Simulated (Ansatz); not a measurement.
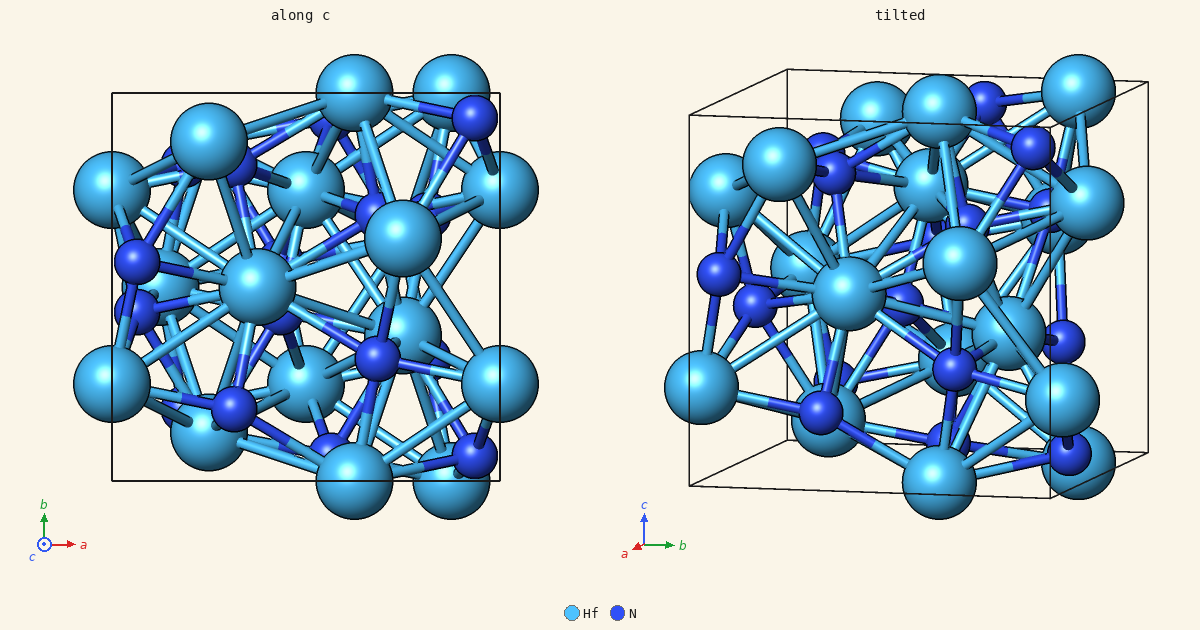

The figure gives a ball-and-stick picture of the atoms, viewed along the c axis and slightly off an axis. The wireframe shows the conventional unit cell.

Hf$_{3}$N$_{4}$, space group I-43d (No. 220), a = 6.71 Å, b = 6.71 Å, c = 6.71 Å, α = 90.00°, β = 90.00°, γ = 90.00°.

Level of theory: DFT, HSE06, plane waves, PAW (Ansatz 0.2.0). Settings were 420 eV cutoff, k-points about 0.33 Å⁻¹ apart, no spin polarisation.

Classify it as metallic or gapped, with the value.

Answer. A semiconductor at this level, with a gap of 1.95 eV, direct.

Would the cell expand or shrink if it could?

Answer. The computed pressure is -0.8 GPa (stretched: it would shrink).

The initial geometry was a structure listed in the Materials Project. Earlier steps of the study, as a rule a relaxation of our own, may have changed the cell and positions, so they can lie some per cent off the listed ones. An electronic-structure calculation with Ansatz was run on it.
